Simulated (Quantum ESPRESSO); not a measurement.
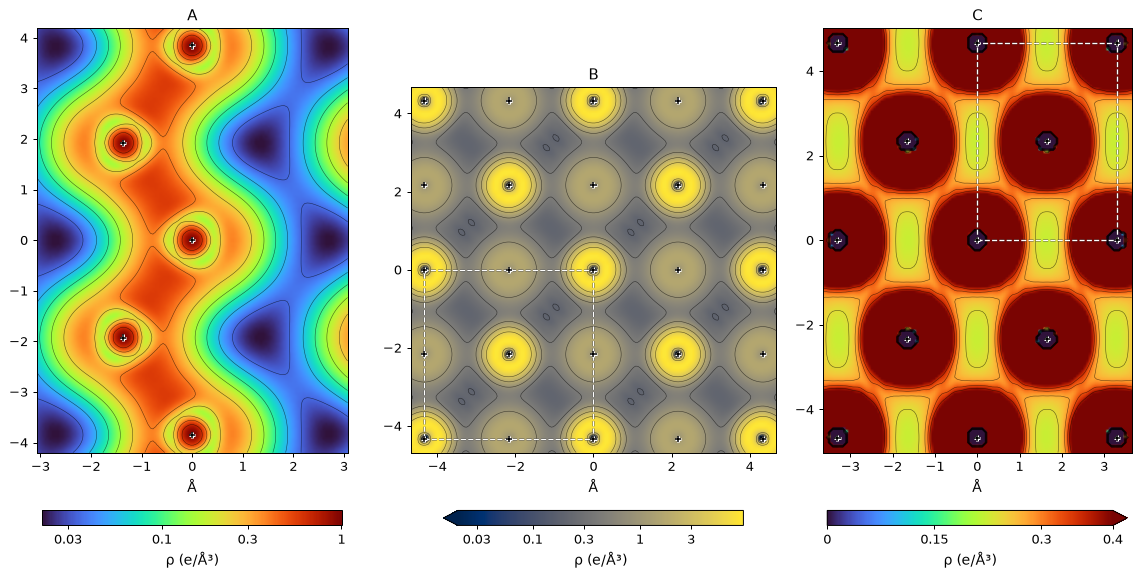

The valence charge density (pseudo) of 3 systems, each on a plane through atoms (crosses mark nuclei in the plane).

Computed with Kohn-Sham DFT of a periodic cell, PBE, SSSP 1.3 efficiency PBE in Quantum ESPRESSO 7.5.

System 1: TiC, the (010) plane of the conventional cell. Space group Fm-3m; a structure from a database of computed crystals, not necessarily the ambient phase.

System 2: Ta, the (101) plane of the conventional cell. Space group Im-3m; computed pressure about 2 GPa in this cell.

```
Ta
1.0
     3.30256    0.00000    0.00000
     0.00000    3.30256    0.00000
     0.00000    0.00000    3.30256
Ta
2
Direct
  0.00000 0.00000 0.00000
  0.50000 0.50000 0.50000
```

System 3: Si, the (011) plane of the conventional cell. Space group Fd-3m; a structure from a database of computed crystals, not necessarily the ambient phase.

### Match each panel to its system.

Panel A is system 3, Si: the plane holds Si. Si–Si (2.36 Å): ρ is about 0.57 e/Å³ halfway. Panel B is system 1, TiC: the plane holds Ti and C. Ti–C (2.17 Å): ρ at the midpoint is about 0.51 e/Å³. Panel C is system 2, Ta: the plane holds Ta. Ta–Ta (2.86 Å): ρ is about 0.31 e/Å³ halfway.
